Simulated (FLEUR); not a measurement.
## A series of single points on MnO

System: MnO (2 atoms in the cell).
Method: Kohn-Sham DFT of a periodic cell, r2SCAN, all-electron, spin-polarised (FLEUR MaX-R8.1 (later development tree)).

The 5 runs differ only in the geometry, by an even scaling of the cell at fixed fractional positions. The structure derives from a Materials Project entry.

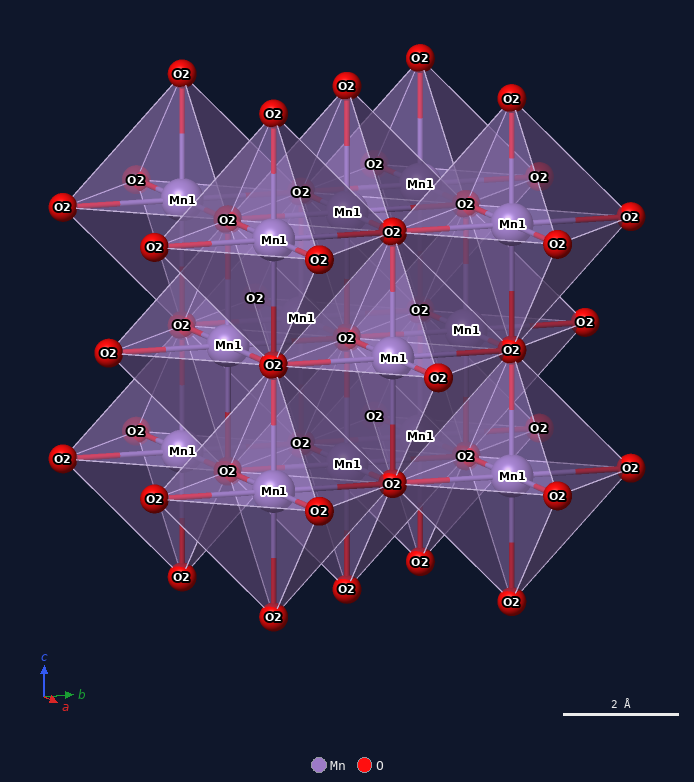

Figure 1. The structure of run 3 (polyhedral view of the cell 4 times as large as that of the calculation, set on its symmetry axes, seen slightly off an axis; polyhedra are completed across the faces of the cell; atoms are numbered from 1 in the order of the input).

### Input of run 3
```
<?xml version="1.0" encoding="UTF-8" standalone="no"?>
<fleurInput fleurInputVersion="0.39">
   <comment>
      MnO                                                                                                 
   </comment>
   <calculationSetup>
      <cutoffs Kmax="4.58" Gmax="14.2" GmaxXC="14.2" numbands="0"/>
      <scfLoop itmax="60" minDistance="0.00001" maxIterBroyd="15" imix="Anderson" alpha="0.05" precondParam="0.0" spinf="2.0" sdNocoIR="T"/>
      <coreElectrons ctail="F" frcor="F" kcrel="0" coretail_lmax="0"/>
      <xcFunctional name="LibXC" relativisticCorrections="F">
         <LibXCName exchange="mgga_x_r2scan" correlation="mgga_c_r2scan"/>
         <AuxGGA exchange="117" correlation="130"/>
      </xcFunctional>
      <magnetism jspins="2"/>
      <soc l_soc="F" theta="0.0" phi="0.0" spav="F"/>
      <expertModes spex="0" secvar="F"/>
      <geometryOptimization l_f="F" forcealpha="1.0" forcemix="BFGS" epsdisp="0.00001" epsforce="0.00001"/>
      <ldaU l_linMix="F" mixParam="0.05" spinf="1.0"/>
   </calculationSetup>
   <cell>
      <bzIntegration valenceElectrons="21.0" mode="hist" fermiSmearingEnergy="0.00183747">
         <kPointListSelection listName="default-1"/>
         <!-- k-points included here -->
         <xi:include xmlns:xi="http://www.w3.org/2001/XInclude" href="kpts.xml"> </xi:include>
      </bzIntegration>
      <!-- symmetry operations included here -->
      <xi:include xmlns:xi="http://www.w3.org/2001/XInclude" href="sym.xml"> </xi:include>
      <bulkLattice scale="1.0000000000">
         <bravaisMatrix>
            <row-1>    0.0000000000000000     4.2025764846803328     4.2025764846803328</row-1>
            <row-2>    4.2025764846803328     0.0000000000000000     4.2025764846803328</row-2>
            <row-3>    4.2025764846803328     4.2025764846803328     0.0000000000000000</row-3>
         </bravaisMatrix>
      </bulkLattice>
   </cell>
   <atomSpecies>
      <species name="Manganese 4.000" element="Mn" atomicNumber="25">
         <mtSphere radius="2.14" gridPoints="731" logIncrement="0.017"/>
         <atomicCutoffs lmax="9" lnonsphr="7"/>
         <electronConfig flipSpins="F">
            <coreConfig>(1s1/2) (2s1/2) (2p1/2) (2p3/2)</coreConfig>
            <valenceConfig>(3s1/2) (3p1/2) (3p3/2) (4s1/2) (3d3/2) (3d5/2)</valenceConfig>
            <stateOccupation state="(3d3/2)" spinUp="1.5" spinDown="0.5"/>
            <stateOccupation state="(3d5/2)" spinUp="3.0" spinDown="0.0"/>
         </electronConfig>
         <energyParameters s="4" p="4" d="3" f="4"/>
         <lo type="SCLO" l="0" n="3" eDeriv="0"/>
         <lo type="SCLO" l="1" n="3" eDeriv="0"/>
         <lo type="SCLO" l="1" n="3" eDeriv="1"/>
         <lo type="SCLO" l="2" n="3" eDeriv="2"/>
         <lo type="SCLO" l="3" n="4" eDeriv="2"/>
      </species>
      <species name="Oxygen (O)" element="O" atomicNumber="8">
         <mtSphere radius="1.64" gridPoints="559" logIncrement="0.019"/>
         <atomicCutoffs lmax="8" lnonsphr="6"/>
         <electronConfig flipSpins="F">
            <coreConfig>(1s1/2)</coreConfig>
            <valenceConfig>(2s1/2) (2p1/2) (2p3/2)</valenceConfig>
            <stateOccupation state="(2p1/2)" spinUp="0.666667" spinDown="0.666667"/>
            <stateOccupation state="(2p3/2)" spinUp="1.333333" spinDown="1.333333"/>
         </electronConfig>
         <energyParameters s="2" p="2" d="3" f="4"/>
         <lo type="SCLO" l="0" n="2" eDeriv="2"/>
         <lo type="SCLO" l="1" n="2" eDeriv="2"/>
         <lo type="SCLO" l="2" n="3" eDeriv="2"/>
      </species>
   </atomSpecies>
   <atomGroups>
      <atomGroup species="Manganese 4.000">
         <relPos label="                   1">.0000000000 .0000000000 .0000000000</relPos>
         <force calculate="T" relaxXYZ="TTT"/>
      </atomGroup>
      <atomGroup species="Oxygen (O)">
         <relPos label="                   2">1.000/2.000 1.000/2.000 1.000/2.000</relPos>
         <force calculate="T" relaxXYZ="TTT"/>
      </atomGroup>
   </atomGroups>
   <output dos="F" band="F" slice="F">
      <checks vchk="F" cdinf="F"/>
      <bandDOS minEnergy="-.5*Htr" maxEnergy="0.5*Htr" sigma="0.015" storeEVData="T"/>
      <vacuumDOS vacdos="F" integ="F" star="F" nstars="0" locx1="0.0" locy1="0.0" locx2="0.0" locy2="0.0" nstm="0" tworkf="0.0"/>
      <unfoldingBand unfoldBand="F" supercellX="1" supercellY="1" supercellZ="1"/>
      <plotting iplot="0" polar="F">
         <plot TwoD="T" vec1="  1.0  0.0  0.0" vec2="  0.0  1.0  0.0" vec3="  0.0  0.0  1.0" zero="  0.0  0.0  0.0" file="plot"/>
      </plotting>
      <chargeDensitySlicing numkpt="0" minEigenval="0.0" maxEigenval="0.0" nnne="0" pallst="F"/>
      <specialOutput eonly="F"/>
      <moessbauerParams electricFieldGradient="T" isomerShift="T" coreHyperfine="T" valenceHyperfine="T"/>
      <magneticCircularDichroism mcd="F" energyLo="-10.0" energyUp="0.0"/>
   </output>
  <!-- We include the file relax.xml here to enable relaxations (see documentation) -->
  <xi:include xmlns:xi="http://www.w3.org/2001/XInclude" href="relax.xml"> <xi:fallback/> </xi:include>
</fleurInput>
```

Command:
```bash
inpgen -f crystal.txt -profile fastHighL; fleur_MPI
```

Lattice vectors (Å) and fractional positions of run 3:
```
   0.000000    2.223908    2.223908
   2.223908    0.000000    2.223908
   2.223908    2.223908    0.000000
Mn  0.000000  0.000000  0.000000
O   0.500000  0.500000  0.500000
```

Run 2 has the same physical settings and fractional positions; its lattice vectors (Å) are:
```
   0.000000    2.193851    2.193851
   2.193851    0.000000    2.193851
   2.193851    2.193851    0.000000
```

### Results, with one run withheld

| run | volume per atom (Å³) | free energy per atom, from the lowest run given (meV) |
| --- | --- | --- |
| 1 | 10.339 | 21.91 |
| 2 | 10.559 | ? |
| 3 | 10.999 | 0.00 |
| 4 | 11.439 | 8.21 |
| 5 | 11.659 | 17.80 |

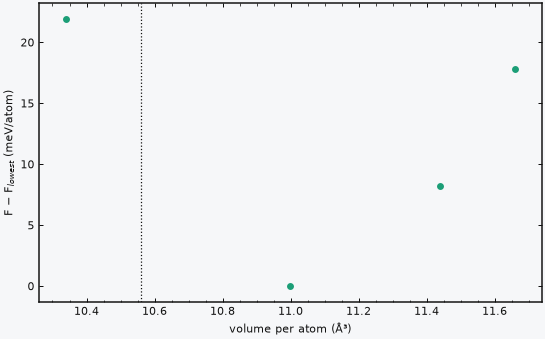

Figure 2. Free energy per atom of the runs given; the dotted line marks run 2.

What should run 2 give?

A quadratic polynomial in V^(−2/3) (the Birch–Murnaghan form), fitted to the 4 runs given, misses them by at most 0.04 meV per atom. With x = V^(−2/3) − 0.20109 Å⁻², it reads F = 0.37593 − 655.61 x + 3.0092e+05 x² (meV per atom). At run 2 it gives 9.43 meV per atom, and the run itself gives 9.59. The fit has its minimum at 11.000 Å³ per atom, where V d²F/dV² gives 159 GPa: the bulk modulus at this level, since symmetry fixes the shape and the positions.

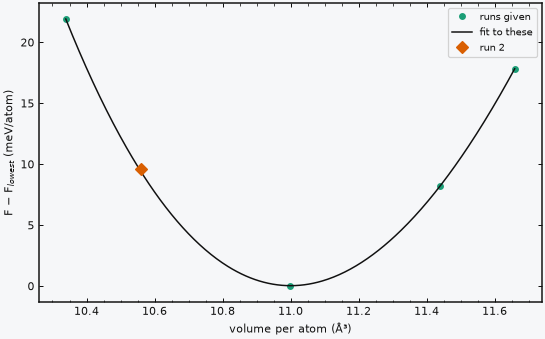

Figure 3. The fit and the withheld run.

### End of the output (run 2)
```
[...]
The functional 'Perdew, Burke & Ernzerhof' is a correlation functional, it belongs to the 'GGA' family and is defined in the reference(s):
[1] J. P. Perdew, K. Burke, and M. Ernzerhof.,  Phys. Rev. Lett. 77, 3865 (1996)
[2] J. P. Perdew, K. Burke, and M. Ernzerhof.,  Phys. Rev. Lett. 78, 1396 (1997)
 Using same functional for VXC and EXC

 Iteration:    20   Distance:       0.00006042 me/bohr^3
The functional 'Hammer, Hansen, and Norskov' is an exchange functional, it belongs to the 'GGA' family and is defined in the reference(s):
[1] B. Hammer, L. B. Hansen, and J. K. Nørskov.,  Phys. Rev. B 59, 7413 (1999)
The functional 'Perdew, Burke & Ernzerhof' is a correlation functional, it belongs to the 'GGA' family and is defined in the reference(s):
[1] J. P. Perdew, K. Burke, and M. Ernzerhof.,  Phys. Rev. Lett. 77, 3865 (1996)
[2] J. P. Perdew, K. Burke, and M. Ernzerhof.,  Phys. Rev. Lett. 78, 1396 (1997)
 Using same functional for VXC and EXC

 Iteration:    21   Distance:       0.00005417 me/bohr^3
The functional 'Hammer, Hansen, and Norskov' is an exchange functional, it belongs to the 'GGA' family and is defined in the reference(s):
[1] B. Hammer, L. B. Hansen, and J. K. Nørskov.,  Phys. Rev. B 59, 7413 (1999)
The functional 'Perdew, Burke & Ernzerhof' is a correlation functional, it belongs to the 'GGA' family and is defined in the reference(s):
[1] J. P. Perdew, K. Burke, and M. Ernzerhof.,  Phys. Rev. Lett. 77, 3865 (1996)
[2] J. P. Perdew, K. Burke, and M. Ernzerhof.,  Phys. Rev. Lett. 78, 1396 (1997)
 Using same functional for VXC and EXC

 Iteration:    22   Distance:       0.00001430 me/bohr^3
The functional 'Hammer, Hansen, and Norskov' is an exchange functional, it belongs to the 'GGA' family and is defined in the reference(s):
[1] B. Hammer, L. B. Hansen, and J. K. Nørskov.,  Phys. Rev. B 59, 7413 (1999)
The functional 'Perdew, Burke & Ernzerhof' is a correlation functional, it belongs to the 'GGA' family and is defined in the reference(s):
[1] J. P. Perdew, K. Burke, and M. Ernzerhof.,  Phys. Rev. Lett. 77, 3865 (1996)
[2] J. P. Perdew, K. Burke, and M. Ernzerhof.,  Phys. Rev. Lett. 78, 1396 (1997)
 Using same functional for VXC and EXC

 Iteration:    23   Distance:       0.00000490 me/bohr^3

 ********************************************************************
 Run finished successfully
 Stop message:
   all done
 ********************************************************************
```
